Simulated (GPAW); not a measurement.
## How NaF (Villiaumite) absorbs and reflects light

Wanted: where NaF (Villiaumite) starts to absorb, how strongly, and its refractive index.

Calculated with GPAW 26.7.0; DFT, PBE, plane-wave PAW (GPAW data sets), scalar-relativistic, RPA, optical limit.

### 1. The starting structure

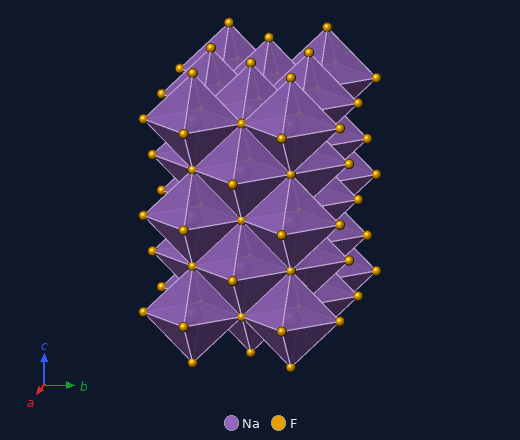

Start, viewed slightly off an axis; sodium purple, fluorine orange. 2×1×2 cells are drawn. This picture shows the conventional cell, with its axes. Some periodic images of atoms are drawn too.

### 2. Ground state

The self-consistent density comes first; it also tells whether there is a gap, which decides the occupations and the need for a Drude term.

This step: DFT, PBE, plane-wave PAW (GPAW data sets), scalar-relativistic, ground state (GPAW 26.7.0).

Input file gs.py:

```python
from ase import Atoms
from ase.dft.bandgap import bandgap
from gpaw import GPAW, PW, FermiDirac

atoms = Atoms(['Na', 'F'],
              cell=[[0.000000000000, 2.320000000000, 2.320000000000],
                    [2.320000000000, 0.000000000000, 2.320000000000],
                    [2.320000000000, 2.320000000000, 0.000000000000]],
              scaled_positions=[[0.000000000000, 0.000000000000, 0.000000000000],
                                [0.500000000000, 0.500000000000, 0.500000000000]],
              pbc=[True, True, True])
atoms.calc = GPAW(mode=PW(500), xc='PBE', kpts={'size': (8, 8, 8), 'gamma': True},
                  occupations=FermiDirac(0.05), maxiter=150, txt='gs.txt')
print('energy (eV)', atoms.get_potential_energy())
print('Fermi level (eV)', atoms.calc.get_fermi_level())
print('valence electrons', atoms.calc.get_number_of_electrons())
print('gap (eV)', bandgap(atoms.calc, output=None)[0])
print('direct gap (eV)', bandgap(atoms.calc, direct=True, output=None)[0])
atoms.calc.write('gs.gpw')
```

On the command line:

```bash
> OMP_NUM_THREADS=1 python gs.py
```

Numbers of over 12 decimals in the logs are rounded to 6 here.

The log of the run:

```text
__  _  _
 | _ |_)|_||  |
 |__||  | ||/\| - 26.7.0

Versions:
  Python: 3.12.14
  ASE:    3.29.0
  Numpy:  2.5.5
  Scipy:  1.18.1
  Libxc:  7.0.0

Input parameters:
  mode=PW(ecut=500.0),
  kpts=MonkhorstPack(size=(8, 8, 8), gamma=True),
  maxiter=150,
  occupations=Occupations(name='fermi-dirac', width=0.05, fixmagmom=False),
  xc=XC(name='PBE')

Diagonalizing LCAO Hamiltonian
Converting LCAO to pw mode

               F

       Na

Atoms  # Å, Bohr magnetons
|   | symbol |        x |        y |        z |    initial magnetic moments |
| 0 |     Na | 0.000000 | 0.000000 | 0.000000 | ( 0.0000,  0.0000,  0.0000) |
| 1 |      F | 2.320000 | 2.320000 | 2.320000 | ( 0.0000,  0.0000,  0.0000) |

Unit cell  # Å
| periodic |        x |        y |        z |  lengths |    angles |
|      yes | 0.000000 | 2.320000 | 2.320000 | 3.280975 | 60.000000 |
|      yes | 2.320000 | 0.000000 | 2.320000 | 3.280975 | 60.000000 |
|      yes | 2.320000 | 2.320000 | 0.000000 | 3.280975 | 60.000000 |

Number of symmetries: 48
Symmetry operations  # r_c * U_cc + t_c -> r_c
|    | kind |            matrix            |
|  0 |  σ   |  1, 0, 0,  1, 0,-1,  1,-1, 0 |
|  1 |  C2  |  1, 0, 0,  1,-1, 0,  1, 0,-1 |
|  2 |  E   |  1, 0, 0,  0, 1, 0,  0, 0, 1 |
|  3 |  σ   |  1, 0, 0,  0, 0, 1,  0, 1, 0 |
|  4 |  C4  |  1, 0,-1,  1, 0, 0,  1,-1, 0 |
|  5 |  S6  |  1, 0,-1,  1,-1, 0,  1, 0, 0 |
|  6 |  σ   |  1, 0,-1,  0, 1,-1,  0, 0,-1 |
|  7 |  C3  |  1, 0,-1,  0, 0,-1,  0, 1,-1 |
|  8 |  S6  |  1,-1, 0,  1, 0, 0,  1, 0,-1 |
|  9 |  C4  |  1,-1, 0,  1, 0,-1,  1, 0, 0 |
| 10 |  C3  |  1,-1, 0,  0,-1, 1,  0,-1, 0 |
| 11 |  σ   |  1,-1, 0,  0,-1, 0,  0,-1, 1 |
| 12 |  σ   |  0, 1, 0,  1, 0, 0,  0, 0, 1 |
| 13 |  C4  |  0, 1, 0,  0, 1,-1, -1, 1, 0 |
| 14 |  C3  |  0, 1, 0,  0, 0, 1,  1, 0, 0 |
| 15 |  S6  |  0, 1, 0, -1, 1, 0,  0, 1,-1 |
| 16 |  C2  |  0, 1,-1,  1, 0,-1,  0, 0,-1 |
| 17 |  σ   |  0, 1,-1,  0, 1, 0, -1, 1, 0 |
| 18 |  S4  |  0, 1,-1,  0, 0,-1,  1, 0,-1 |
| 19 |  C4  |  0, 1,-1, -1, 1, 0,  0, 1, 0 |
| 20 |  C3  |  0, 0, 1,  1, 0, 0,  0, 1, 0 |
| 21 |  σ   |  0, 0, 1,  0, 1, 0,  1, 0, 0 |
| 22 |  S6  |  0, 0, 1,  0,-1, 1, -1, 0, 1 |
| 23 |  C4  |  0, 0, 1, -1, 0, 1,  0,-1, 1 |
| 24 |  S4  |  0, 0,-1,  1, 0,-1,  0, 1,-1 |
| 25 |  C3  |  0, 0,-1,  0, 1,-1,  1, 0,-1 |
| 26 |  C2  |  0, 0,-1,  0,-1, 0, -1, 0, 0 |
| 27 |  S6  |  0, 0,-1, -1, 0, 0,  0,-1, 0 |
| 28 |  S4  |  0,-1, 1,  1,-1, 0,  0,-1, 0 |
| 29 |  C4  |  0,-1, 1,  0, 0, 1, -1, 0, 1 |
| 30 |  C2  |  0,-1, 1,  0,-1, 0,  1,-1, 0 |
| 31 |  σ   |  0,-1, 1, -1, 0, 1,  0, 0, 1 |
| 32 |  C3  |  0,-1, 0,  1,-1, 0,  0,-1, 1 |
| 33 |  S6  |  0,-1, 0,  0, 0,-1, -1, 0, 0 |
| 34 |  S4  |  0,-1, 0,  0,-1, 1,  1,-1, 0 |
| 35 |  C2  |  0,-1, 0, -1, 0, 0,  0, 0,-1 |
| 36 |  C2  | -1, 1, 0,  0, 1, 0,  0, 1,-1 |
| 37 |  S6  | -1, 1, 0,  0, 1,-1,  0, 1, 0 |
| 38 |  S4  | -1, 1, 0, -1, 0, 1, -1, 0, 0 |
| 39 |  C3  | -1, 1, 0, -1, 0, 0, -1, 0, 1 |
| 40 |  S6  | -1, 0, 1,  0, 0, 1,  0,-1, 1 |
| 41 |  C2  | -1, 0, 1,  0,-1, 1,  0, 0, 1 |
| 42 |  C3  | -1, 0, 1, -1, 1, 0, -1, 0, 0 |
| 43 |  S4  | -1, 0, 1, -1, 0, 0, -1, 1, 0 |
| 44 |  C2  | -1, 0, 0,  0, 0,-1,  0,-1, 0 |
| 45 |  i   | -1, 0, 0,  0,-1, 0,  0, 0,-1 |
| 46 |  σ   | -1, 0, 0, -1, 1, 0, -1, 0, 1 |
| 47 |  C2  | -1, 0, 0, -1, 0, 1, -1, 1, 0 |

BZ-sampling:
  Number of BZ points: 512
  Number of IBZ points: 29

  Monkhorst-Pack size: [8, 8, 8]
  Monkhorst-Pack shift: [0.0625, 0.0625, 0.0625]

K-points  # in reciprocal-cell coordinates
|     |                                coordinates |     weight |
|   0 | (  0.00000000,   0.00000000,   0.00000000) | 0.00195312 |
|   1 | (  0.12500000,   0.12500000,   0.00000000) | 0.01171875 |
|   2 | (  0.12500000,   0.12500000,   0.12500000) | 0.01562500 |
|   3 | (  0.25000000,   0.12500000,   0.12500000) | 0.02343750 |
|   4 | (  0.25000000,   0.25000000,   0.00000000) | 0.01171875 |
|   5 | (  0.25000000,   0.25000000,   0.12500000) | 0.04687500 |
|   6 | (  0.25000000,   0.25000000,   0.25000000) | 0.01562500 |
|   7 | (  0.37500000,   0.25000000,  -0.37500000) | 0.04687500 |
|   8 | (  0.37500000,   0.25000000,   0.12500000) | 0.04687500 |
|   9 | (  0.37500000,   0.25000000,   0.25000000) | 0.04687500 |
| ... |                                            |            |
|  28 | (  0.50000000,   0.50000000,   0.50000000) | 0.00781250 |

Plane wave coefficients: 648
Cutoff: 500.0 eV

Spin-components: 1 (collinear spins)
Bands:           11
Projectors:      10
Spin-degeneracy: 2
Datatype:        complex128

Parallelization:
  kpt:    1
  domain: 1
  band:   1

Density:
  Valence electrons: 14.0
  Components: 1
  Grid points: [18 18 18]
  Charge: 0.0  # |e|

Potential:
  Grid points: [18 18 18]

species:
  Na:
    name:    Sodium
    id:
    Z:       11.0
    valence: 7
    core:    4
    charge:  0.0  # [|e|]
    compensation charges:
      type: gauss
      rc: 0.37  # [Å]
      lmax: 2
    cutoffs:
      filter: 2.17  # [Å]
      core: 2.59  # [Å]
    projectors
    | kind |    occ | energy [eV] | rcut [Å] |
    |   3s |  1.000 |      -2.744 |    1.201 |
    |   2p |  6.000 |     -28.672 |    1.217 |
    |   3p |  0.000 |      -0.743 |    1.217 |
    |    s |        |      24.468 |    1.201 |
    |    d |        |       0.000 |    1.238 |

    Using partial waves for Na as LCAO basis

  F:
    name:    Fluorine
    id:
    Z:       9.0
    valence: 7
    core:    2
    charge:  0.0  # [|e|]
    compensation charges:
      type: gauss
      rc: 0.20  # [Å]
      lmax: 2
    cutoffs:
      filter: 1.14  # [Å]
      core: 0.74  # [Å]
    projectors
    | kind |    occ | energy [eV] | rcut [Å] |
    |   2s |  2.000 |     -29.898 |    0.635 |
    |   2p |  5.000 |     -11.110 |    0.635 |
    |    s |        |      -2.687 |    0.635 |
    |    p |        |      16.102 |    0.635 |
    |    d |        |       0.000 |    0.635 |

    Using partial waves for F as LCAO basis

Reference energy: -7132.691283  # eV

eigensolver:
  PPCG
  Converge bands: occupied
  niter=2

density mixing:
  MSR1-Mixer
  Pratt-step length: 0.05
  Maximum mixing coefficient: 0.75
  Old densities: 10
  SVD Regularization: 0.005
  Good broyden scale: 1.0
  Trust region scale: 1.0
  Backstep threshold: 4.0
  History deletion threshold: 6.0
  Fourier metric: weight=20.0, sigma=0.015

occupation numbers:
  Fermi-Dirac:
    width: 0.0500  # eV

poisson solver:
  ecut: 4000.0  # eV

xc functional:
  name: PBE with 2 nearest neighbor stencil

convergence criteria:
- Maximum [total energy] change in last 3 cyles: 0.0005 eV / valence electron
- Maximum integral of absolute [dens]ity change: 0.0001 electrons / valence electron
- Maximum integral of absolute [eigenst]ate change: 4e-08 eV^2 / valence electron
maximum number of iterations: 150

SCF iterations
|iter     |      energy | eigst |  dens |
|iter:   1||   -8.844086 | -0.62 |       |
|iter:   2||   -8.726269 | -2.56 | -1.17 |
|iter:   3||   -8.401416 | -1.14 | -1.21 |
|iter:   4||   -8.405935 | -3.55 | -1.60 |
|iter:   5||   -8.410975 | -3.30 | -1.89 |
|iter:   6||   -8.411069c| -5.20 | -2.94 |
|iter:   7||   -8.411098c| -5.87 | -3.30 |
|iter:   8||   -8.411097c| -7.31 | -4.19c|
|iter:   9||   -8.411097c| -7.73c| -5.00c|

Converged in 9 steps
SCF loop duration: 4.929 s (0.548 s/step)
Energy contributions relative to reference atoms: (reference = -7132.691283)

Energy contributions:
  Kinetic:          11.615496
  Coulomb:         -10.833039
  Zero:              0.195083
  External:          0.000000
  Xc:               -9.388638
  Entropy:          -0.000000
  Spinorbit:         0.000000
  ----------------------------
  Free energy:      -8.411097
  Extrapolated:     -8.411097

dipole moment: (-4.317916, -4.317916, -4.317916)  # |e|*Ang

Fermi level: 0.148
Eigenvalues  # (at kpt = [0.000, 0.000, 0.000])
| band index |      eig [eV] | occ [0-2] |
|          0 |       -20.942 |     2.000 |
|          1 |       -20.670 |     2.000 |
|          2 |       -20.670 |     2.000 |
|          3 |       -20.670 |     2.000 |
|          4 |        -1.750 |     2.000 |
|          5 |        -1.750 |     2.000 |
|          6 |        -1.750 |     2.000 |
|          7 |         4.549 |     0.000 |
|          8 |        20.098 |     0.000 |
|          9 |        25.481 |     0.000 |
|         10 |        25.481 |     0.000 |

Gap: 6.299 eV
Transition (v -> c):
  (s=0, k=0, n=6, [0.00, 0.00, 0.00]) -> (s=0, k=0, n=7, [0.00, 0.00, 0.00])
No difference between direct/indirect transitions

--- standard output ---
energy (eV) -8.411097
Fermi level (eV) 0.147876
valence electrons 14.0
gap (eV) 6.299381
direct gap (eV) 6.299381
```

The job ended after 6.7 s (1 thread of Arm Neoverse V1, shared host; peak memory 0.13 GiB).

This step gave:

```
energy                 : -8.411 eV
Fermi energy           : 0.1479 eV
gap on the k-mesh      : 6.299 eV
direct gap on the mesh : 6.299 eV
electrons              : 14
```

There is a gap, 6.30 eV on this mesh (points off the mesh can give less), so no carriers' term is needed.

### 3. Bands for the response

At the fixed density, many empty bands are solved on the mesh of the response, since the spectrum sums over them.

This step: DFT, PBE, plane-wave PAW (GPAW data sets), scalar-relativistic, bands at fixed density (GPAW 26.7.0).

Input file nscf.py:

```python
from ase.dft.bandgap import bandgap
from gpaw import GPAW, FermiDirac

calc = GPAW('gs.gpw').fixed_density(kpts={'size': (13, 13, 13), 'gamma': True}, nbands=28, convergence={'bands': 22},
                                    occupations=FermiDirac(0.001), txt='nscf.txt')
print('gap (eV)', bandgap(calc, output=None)[0])
print('direct gap (eV)', bandgap(calc, direct=True, output=None)[0])
print('top band over the Fermi level (eV)', min(calc.get_eigenvalues(kpt=k)[21] for k in range(len(calc.get_ibz_k_points()))) - calc.get_fermi_level())
calc.write('full.gpw', mode='all')
```

On the command line:

```bash
> OMP_NUM_THREADS=1 python nscf.py
```

The log of the run:

```text
Diagonalizing LCAO Hamiltonian
Converting LCAO to pw mode
convergence criteria:
- Maximum integral of absolute [eigenst]ate change: 4e-08 eV^2 / valence electron
maximum number of iterations: 150

SCF iterations
|iter     |      energy | eigst |  dens |
|iter:   1||             | +3.04 |       |
|iter:   2||             | +1.24 |       |
|iter:   3||             | -1.24 |       |
|iter:   4||             | -2.93 |       |
|iter:   5||             | -4.86 |       |
|iter:   6||             | -6.34 |       |
|iter:   7||             | -7.38 |       |
|iter:   8||             | -8.24c|       |
SCF steps: 8
  __  _  _
 | _ |_)|_||  |
 |__||  | ||/\| - 26.7.0

Versions:
  Python: 3.12.14
  ASE:    3.29.0
  Numpy:  2.5.5
  Scipy:  1.18.1
  Libxc:  7.0.0

Input parameters:
  mode=PW(ecut=500.0),
  convergence={'bands': 22},
  gpts=array([18, 18, 18]),
  kpts=MonkhorstPack(size=(13, 13, 13), gamma=True),
  maxiter=150,
  nbands=28,
  occupations=Occupations(name='fermi-dirac', width=0.001, fixmagmom=False),
  parallel={},
  xc=XC(name='PBE')

--- standard output ---
gap (eV) 6.299381
direct gap (eV) 6.299381
top band over the Fermi level (eV) 37.874385
```

Wall time 29 s (1 thread); peak memory 0.16 GiB.

### 4. Dielectric function, RPA

Transitions between filled and empty bands, summed over the zone, give the optical response, so mesh, band count and broadening shape it.

The induced potential is part of this response.

This step: DFT, PBE, plane-wave PAW (GPAW data sets), scalar-relativistic, RPA, optical limit (GPAW 26.7.0).

Input file df.py:

```python
from gpaw.response.df import DielectricFunction

df = DielectricFunction('full.gpw', frequencies={'type': 'nonlinear', 'domega0': 0.03, 'omega2': 8},
                        ecut=60,
                        eta=0.2,
                        nbands=22,
                        txt='df.txt')
for direction in ['x']:
    df.get_dielectric_function(xc='RPA', direction=direction, filename=f'df_{direction}.csv')
```

On the command line:

```bash
> OMP_NUM_THREADS=1 python df.py
```

The log of the run:

```text
Using integrator: PointIntegrator
NonLinearFrequencyDescriptor(from 0.000 to 68.379 eV, 503 points)
Nonperiodic BCs:  [False False False]
Using integrator: PointIntegrator
NonLinearFrequencyDescriptor(from 0.000 to 68.379 eV, 503 points)
Nonperiodic BCs:  [False False False]

Calculating chi0 body with:
    Ground state adapter containing:
    Number of spins: 1
    Number of kpoints: 2197
    Number of irreducible kpoints: 84
    Number of completely occupied states: 7
    Number of partially occupied states: 7

    Linear response parametrization:
    q_c: [0.0, 0.0, 0.0]
    Number of frequency points: 503
    Planewave cutoff: 60.0
    Number of bands: 22
    Number of planewaves: 27
    Broadening (eta): 0.2

Integrating chi0 body.

Symmetries of q_c:
    Direct symmetries (Uq -> q): 48
    Indirect symmetries (TUq -> q): 0
In total 48 allowed symmetries.

84 groups of equivalent kpoints. 96.176604% reduction.

Integral kind: spectral function

Calculating chi0 optical extensions with:
    Ground state adapter containing:
    Number of spins: 1
    Number of kpoints: 2197
    Number of irreducible kpoints: 84
    Number of completely occupied states: 7
    Number of partially occupied states: 7

    Linear response parametrization:
    Number of frequency points: 503
    Planewave cutoff: 60.0
    Number of bands: 22
    Number of planewaves: 27
    Broadening (eta): 0.2
Integrating chi0 head and wings.

Symmetries of q_c:
    Direct symmetries (Uq -> q): 48
    Indirect symmetries (TUq -> q): 0
In total 48 allowed symmetries.

84 groups of equivalent kpoints. 96.176604% reduction.

Integral kind: spectral function wings
```

Elapsed: 6.5 s, on 1 thread; peak memory 0.21 GiB.

Numbers from this step:

```
electronic dielectric constant ε∞, mean over x, y and z (by symmetry where fewer were run) : 1.760
main peak of Im epsilon, first axis                                                        : 13.99 eV
```

Some rows of df_x.csv (energy; Re and Im without local fields; Re and Im with them):

```text
0.000000, 1.821882, -0.000000, 1.760393, -0.000000
0.555532, 1.823534, 0.001195, 1.761921, 0.001106
1.143969, 1.828964, 0.002518, 1.766946, 0.002331
1.768324, 1.839161, 0.004060, 1.776392, 0.003763
2.431988, 1.855682, 0.005982, 1.791712, 0.005552
3.138794, 1.881127, 0.008583, 1.815354, 0.007984
3.893091, 1.920281, 0.012538, 1.851841, 0.011707
4.699832, 1.983479, 0.019791, 1.911011, 0.018586
5.564682, 2.101279, 0.039717, 2.022175, 0.037685
6.494155, 2.351737, 0.280583, 2.260411, 0.271016
7.495775, 2.254176, 0.561086, 2.157179, 0.539449
8.578281, 2.029992, 0.784748, 1.933892, 0.751484
9.751884, 1.880821, 0.767360, 1.772613, 0.726083
11.028587, 1.846298, 0.943698, 1.726521, 0.864091
12.422601, 1.622599, 0.766216, 1.483546, 0.672710
13.950874, 1.400342, 1.816222, 1.542938, 1.488043
15.633783, 1.052287, 0.845946, 1.039849, 0.735406
17.496047, 1.081110, 0.691477, 1.092023, 0.573742
19.567954, 1.083986, 1.075689, 1.219694, 0.841066
```

The Im ε, E ∥ x has structure finer than the step of the table below, so its rows give means over 2 eV, whole bins alone (the curve runs from 0 to 21.9 eV). Peaks (eV: height): 11.3: 0.983, 14.0: 1.49, 20.4: 1.01.

Values under the direct gap are tails of Lorentzian lines. The Im ε, E ∥ x by photon energy; means over each step:

| photon energy (eV) | Im ε, E ∥ x |
| --- | --- |
| 2 | 0.00447 |
| 4 | 0.0132 |
| 6 | 0.147 |
| 8 | 0.601 |
| 10 | 0.772 |
| 12 | 0.778 |
| 14 | 1.07 |
| 16 | 0.713 |
| 18 | 0.601 |
| 20 | 0.859 |

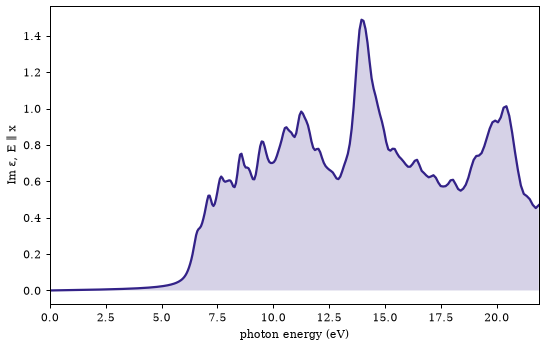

Im ε, E ∥ x, plotted against photon energy.

The Re ε, E ∥ x by photon energy:

| photon energy (eV) | Re ε, E ∥ x |
| --- | --- |
| 0 | 1.76 |
| 2 | 1.78 |
| 4 | 1.86 |
| 6 | 2.13 |
| 8 | 2.00 |
| 10 | 1.83 |
| 12 | 1.46 |
| 14 | 1.45 |
| 16 | 1.07 |
| 18 | 1.14 |
| 20 | 1.05 |

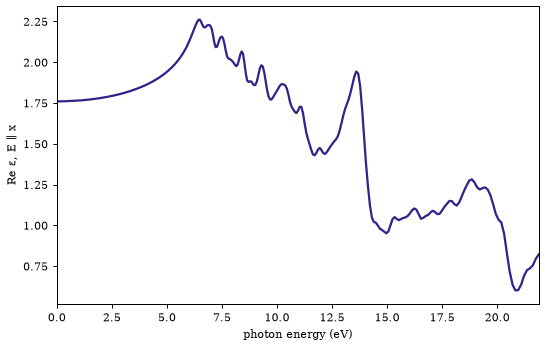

Re ε, E ∥ x against photon energy.

The loss function −Im 1/ε at q → 0, E ∥ x has structure finer than the step of the table below, so its rows give means over 1 eV, whole bins alone (the curve runs from 0 to 21.9 eV). Peaks (eV: height): 11.6: 0.308, 15.0: 0.524, 21.0: 0.825.

Values under the direct gap are tails of Lorentzian lines. Loss function −Im 1/ε at q → 0, E ∥ x against energy loss; means over each step:

| energy loss (eV) | loss function −Im 1/ε at q → 0, E ∥ x |
| --- | --- |
| 1 | 6.5e-4 |
| 2 | 0.00138 |
| 3 | 0.00229 |
| 4 | 0.00363 |
| 5 | 0.00624 |
| 6 | 0.0206 |
| 7 | 0.0870 |
| 8 | 0.135 |
| 9 | 0.167 |
| 10 | 0.195 |
| 11 | 0.251 |
| 12 | 0.282 |
| 13 | 0.210 |
| 14 | 0.347 |
| 15 | 0.493 |
| 16 | 0.433 |
| 17 | 0.409 |
| 18 | 0.353 |
| 19 | 0.340 |
| 20 | 0.474 |
| 21 | 0.729 |

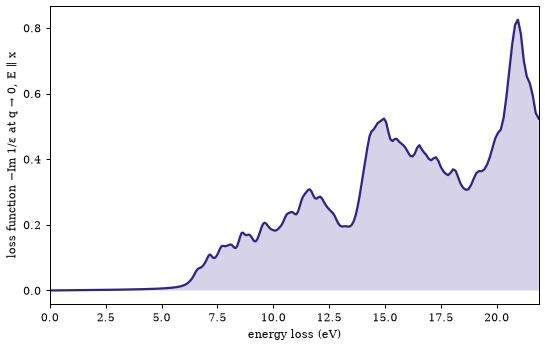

Loss function −Im 1/ε at q → 0, E ∥ x, plotted against energy loss.

The refractive index n and extinction k by photon energy:

| photon energy (eV) | n | k |
| --- | --- | --- |
| 0 | 1.33 | 0 |
| 1 | 1.33 | 7.6e-4 |
| 2 | 1.33 | 0.00163 |
| 3 | 1.35 | 0.00277 |
| 4 | 1.36 | 0.00454 |
| 5 | 1.39 | 0.00820 |
| 6 | 1.46 | 0.0246 |
| 7 | 1.50 | 0.156 |
| 8 | 1.43 | 0.211 |
| 9 | 1.38 | 0.231 |
| 10 | 1.38 | 0.256 |
| 11 | 1.35 | 0.317 |
| 12 | 1.25 | 0.311 |
| 13 | 1.31 | 0.238 |
| 14 | 1.33 | 0.559 |
| 15 | 1.06 | 0.403 |
| 16 | 1.08 | 0.316 |
| 17 | 1.08 | 0.289 |
| 18 | 1.10 | 0.275 |
| 19 | 1.16 | 0.311 |
| 20 | 1.11 | 0.419 |
| 21 | 0.865 | 0.365 |

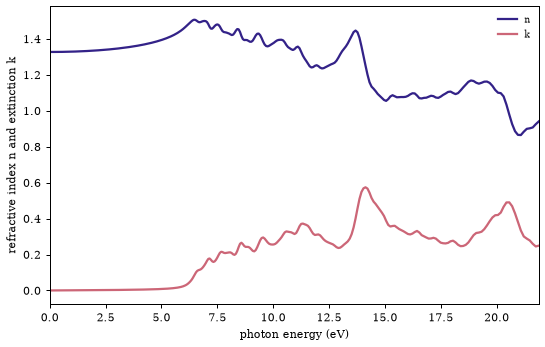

Refractive index n and extinction k, plotted against photon energy.

The Im ε, E ∥ x has structure finer than the step of the table below, so its rows give means over 2 eV, whole bins alone (the curve runs from 0 to 21.9 eV). Peaks (eV: height): without local fields 11.3: 1.07, 13.9: 1.83, 19.8: 1.12; with local fields 11.3: 0.983, 14.0: 1.49, 20.4: 1.01.

Values under the direct gap are tails of Lorentzian lines. The Im ε, E ∥ x by photon energy; means over each step:

| photon energy (eV) | without local fields | with local fields |
| --- | --- | --- |
| 2 | 0.00482 | 0.00447 |
| 4 | 0.0142 | 0.0132 |
| 6 | 0.153 | 0.147 |
| 8 | 0.626 | 0.601 |
| 10 | 0.825 | 0.772 |
| 12 | 0.869 | 0.778 |
| 14 | 1.27 | 1.07 |
| 16 | 0.830 | 0.713 |
| 18 | 0.745 | 0.601 |
| 20 | 0.977 | 0.859 |

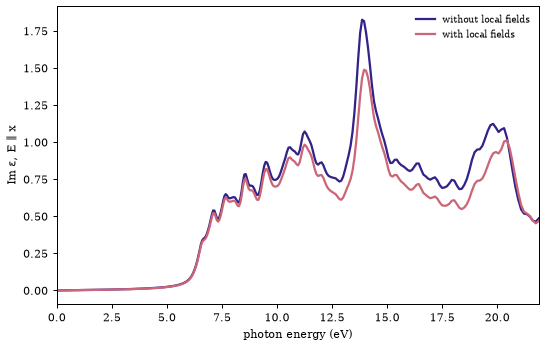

Im ε, E ∥ x, plotted against photon energy.

At chosen wavelengths:

| wavelength (nm) | n | k | R (%) | 1/α |
| --- | --- | --- | --- | --- |
| 1550 | 1.33 | 0.001 | 2.0 | 204 µm |
| 800 | 1.33 | 0.001 | 2.0 | 52 µm |
| 450 | 1.34 | 0.002 | 2.1 | 15 µm |
| 405 | 1.35 | 0.003 | 2.2 | 11 µm |
| 365 | 1.35 | 0.003 | 2.2 | 8.6 µm |
| 308 | 1.36 | 0.005 | 2.4 | 5.3 µm |
| 248 | 1.39 | 0.008 | 2.7 | 2.4 µm |

Below the direct gap, k and the depth come from the tails of the Lorentzian lines, not from transitions.

### 5. Results

```yaml
electronic_dielectric_constant_eps_infinity_mean_over_x_y_and_z_by_symmetry_where_fewer_were_run_rpa: 1.76
main_peak_of_im_epsilon_first_axis: 14.0 eV
```

What this shows: At this level (PBE, RPA) NaF has ε∞ = 1.76 and n = 1.33 at 1550 nm, and Im ε peaks at 14.0 eV. On the mesh the gap is 6.30 eV and the least direct gap 6.30 eV. Local fields change the static value along x from 1.82 to 1.76 (-3 %). Distinct maxima of Im ε, read by a parabola through the highest points, lie at 9.51 eV (0.82), 11.26 eV (0.98), 13.99 eV (1.5) and 20.39 eV (1.0). Excitons and phonon-assisted transitions are missing; PBE gaps are as a rule too small, which pulls the onset down and ε∞ up. The sum runs over mesh points, so small or evenly spaced maxima can still be ripples of the mesh. In this version of GPAW the matrix elements of the optical limit are incomplete, which can lower ε − 1 by up to a tenth where first-row anions or d states rule, and shift it by more in d metals.

[Machine, clock and banner lines and Python warnings are left out of the logs.]

[Logs are printed without paths, hosts, clocks, repeated set-up lines and the standing remarks that a program may print on its own settings, such as how far it seeks lower states.]

[Hosts, paths, dates, database ids (printed as entryN), source tags and the programs' standing remarks are cut or masked in the printed files.]
